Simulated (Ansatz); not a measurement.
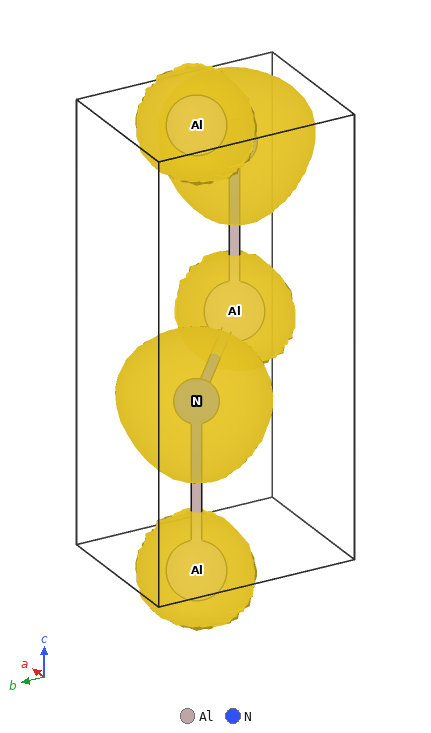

*AlN. Isosurface of the valence charge density (pseudo) at 0.8 e/Å³ (yellow), seen at an oblique angle. Sticks mark near contacts.*

Space group P6₃mc; computed pressure about 18 GPa in this cell.

Method: Ansatz, Kohn-Sham DFT of a periodic cell, PBE, Ansatz PAW accurate.

In a PAW calculation such maps are meaningful between the atoms, not at the nuclei.

The calculation's input:

```
crystal:
  lattice:
    - [3.0494515564, 0.0, 0.0]
    - [-1.5247257782, 2.6409025155, 0.0]
    - [0.0, 0.0, 4.8793184075]
  atoms:
    - { symbol: Al, position: [0.6666666667, 0.3333333333, 0.5] }
    - { symbol: Al, position: [0.3333333333, 0.6666666667, 0.0] }
    - { symbol: "N", position: [0.6666666667, 0.3333333333, 0.88] }
    - { symbol: "N", position: [0.3333333333, 0.6666666667, 0.38] }
hamiltonian:
  xc: pbe
  pseudopotentials: { kind: paw, level: accurate }
kpoints:
  mp_grid: { grid: [10, 10, 6] }
scf:
  occupations: { method: fermi_dirac, width: 0.05 }
output:
  forces: true
  stress: true
  eigenvalues: true
  write_density: true
  write_potential: true
  elf: true
  volumetric_format: npy
```

Run with:

```sh
ansatz run input.yaml --threads 2 --pin off --max-ram 5120MiB --backend cpu --events-out ev --progress --plain --runs-dir out
```

Below, planes, directions and counts refer to the conventional cell (a = 3.05 Å, b = 3.05 Å, c = 4.88 Å, α = 90.00°, β = 90.00°, γ = 120.00°).

### How is the density connected at this value?

At this value the density breaks into separate islands; it holds about 75 % of the electrons treated as valence (semicore included). It bridges none of the near contacts. It is pinched off along the shortest Al–N (1.85 Å) contacts. On the grid the lowest density along these lines, outside the cores, is 0.62 e/Å³ (Al–N, 1.85 Å).
